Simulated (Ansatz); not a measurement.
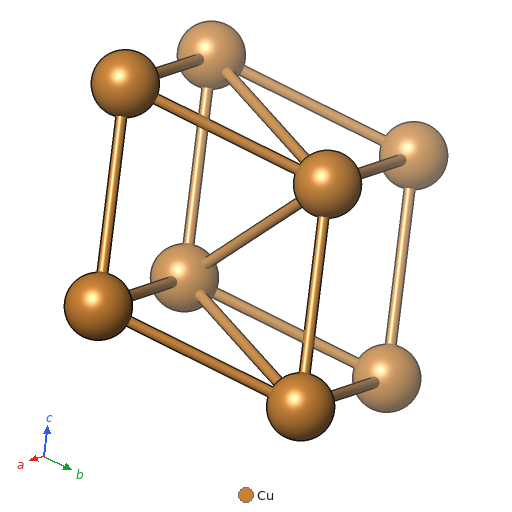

System: Cu, space group I4/mmm (No. 139). The picture shows the cell.

Input of the run:
```
crystal:
  lattice:
    - [-1.423055439, 1.423055439, 1.3569064082]
    - [1.423055439, -1.423055439, 1.3569064082]
    - [1.423055439, 1.423055439, -1.3569064082]
  atoms:
    - { symbol: Cu, position: [0.0, 0.0, 0.0] }
basis:
  ecutwfc: 420
kpoints:
  mp_grid: { grid: [24, 24, 24] }
hamiltonian:
  xc: pbesol
scf:
  occupations: { method: fermi_dirac, width: 0.15 }
output:
  forces: true
  stress: true
  eigenvalues: true
elastic:
  mode: relaxed_ion
  amplitude: 0.005
```

Command:
```bash
ansatz run input.yaml --threads 1 --pin off --max-ram 3072MiB --backend cpu --events-out ev --progress --plain --runs-dir out
```

Method: elastic stress-strain coefficients at zero temperature from small strains of the given cell, Voigt order xx yy zz yz xz xy, Cartesian axes of the cell vectors; plane waves with PAW datasets, Γ-centred k mesh (Ansatz 0.2.0). Level: PBEsol, no spin polarisation.

- wave cutoff: 420 eV
- k mesh: 24×24×24
- occupations: Fermi–Dirac
- smearing width: 0.15 eV
- ions: relaxed
- strain amplitude: 0.005

What does the calculation give for the stiffness matrix in Voigt order?

Its least eigenvalue is negative (−27.8 GPa), so the crystal is mechanically unstable.

Stiffness matrix C (GPa), Voigt order:
```csv
,xx,yy,zz,yz,xz,xy
xx,180.4,208.2,192.4,0.0,0.0,0.0
yy,208.2,180.4,192.4,0.0,0.0,0.0
zz,192.4,192.4,206.3,0.0,0.0,0.0
yz,0.0,0.0,0.0,123.0,0.0,0.0
xz,0.0,0.0,0.0,0.0,123.0,0.0
xy,0.0,0.0,0.0,0.0,0.0,139.6
```

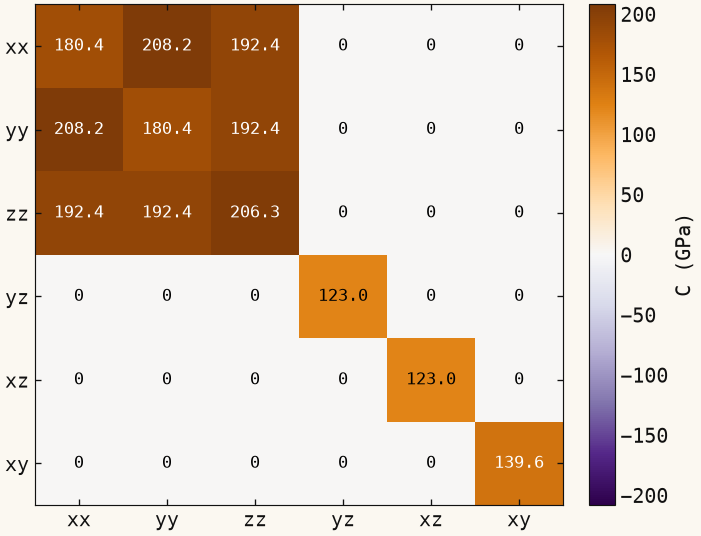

Limits of the calculation: metal sensitive to the k mesh.
